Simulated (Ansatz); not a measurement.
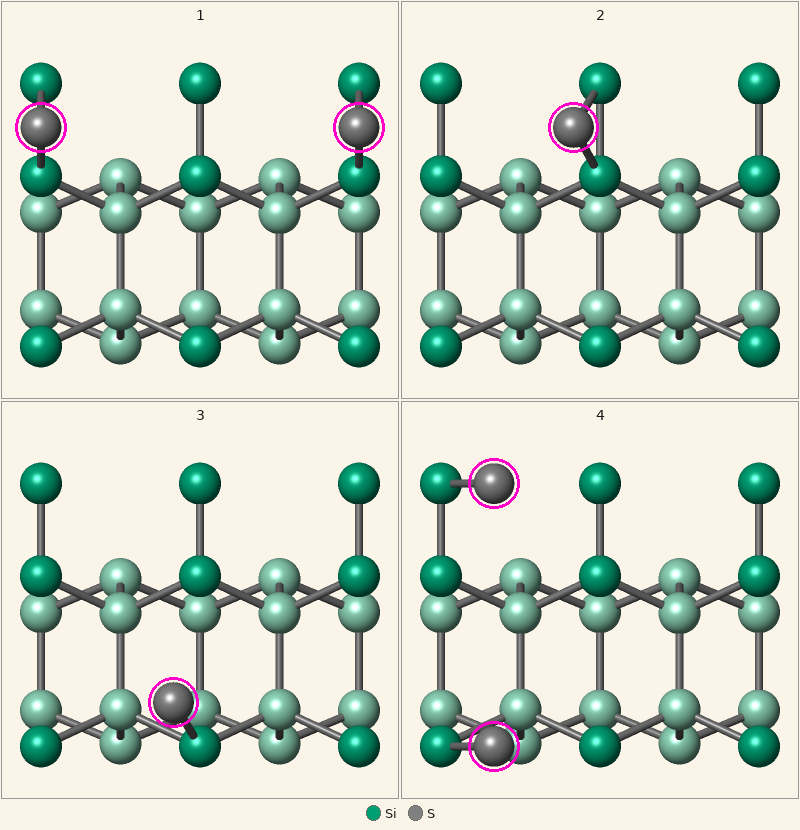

S on a Si(100) slab cut from the P6_3/mmc phase, its upper half relaxed before the scan (16 atoms of substrate and one adsorbate in a 2 × 1 cell). S is moved over the surface cell; relaxed at each place: the height of the adsorbate's atoms; substrate rigid; the origin of the map has the adsorbate above Si13. Places are given modulo a cell vector. The map is drawn in real space over the plane of the surface. Grid: 6 × 6 points; 24 points were computed and 12 follow by symmetry. Places are given in fractions of the 1 × 1 surface cell. Energies are in eV, from the lowest grid point. Theory: DFT PBE, scalar-relativistic, plane waves, PAW (Ansatz 0.2.0). Settings: cutoff 420 eV, k-mesh 4×4×1, gaussian smearing 0.05 eV, spin-polarised.

The numbered pictures are structures from this grid. Rings mark the moved atoms.

Q: Which is the most stable, and how do the others follow?

A: 1, at (0/6, 5/6) of the cell vectors [nearest 2 Si at 2.18 Å]: 0.00 eV; 2, at (5/6, 5/6) of the cell vectors [nearest 2 Si at 2.21 Å]: 0.30 eV; 3, at (5/6, 1/6) of the cell vectors [nearest 1 Si at 2.10 Å]: 1.36 eV; 4, at (2/6, 0/6) of the cell vectors [nearest 1 Si at 2.17 Å]: 1.60 eV.

The map, with the structures marked:

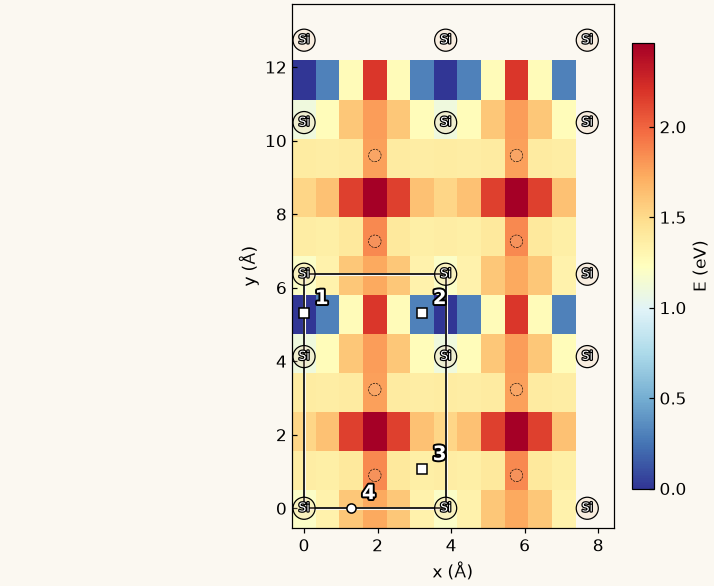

Drawn: one coloured cell a grid point, labelled circles for the atoms of the top layer and small ones for the second layer, the outline of one cell of the 2 × 2 shown.

PAW datasets: the set soft_1.
